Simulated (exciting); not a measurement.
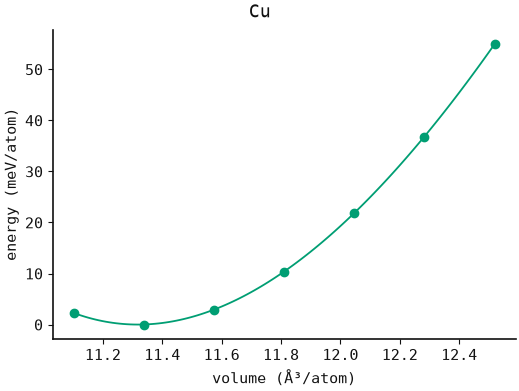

How it was computed, with exciting sodium: all-electron LAPW DFT, no spin polarisation; energies at scaled volumes of the given cell, shape and fractions fixed, counted from the fit's minimum, third-order Birch-Murnaghan fit. Level: PBEsol.

k mesh 13×13×13; occupations Fermi–Dirac; smearing width 0.05 eV; potentials all electron LAPW+lo, shipped species files; program settings rgkmax 9.

Structure:
```xyz
1
Lattice="0.0000 1.8075 1.8075 1.8075 0.0000 1.8075 1.8075 1.8075 0.0000" Properties=species:S:1:pos:R:3 pbc="T T T"
Cu    0.0000    0.0000    0.0000
```

Energy against volume for Cu, space group Fm-3m (No. 225).

A third-order Birch–Murnaghan fit gives V0 = 11.32 Å³/atom, B0 = 169 GPa and B′ = 5.1. The energy is 2.28 meV/atom at volume 11.10 Å³/atom and 54.94 meV/atom at 12.52 Å³/atom; the lowest computed point is at volume 11.34 Å³/atom (0.00 meV/atom).
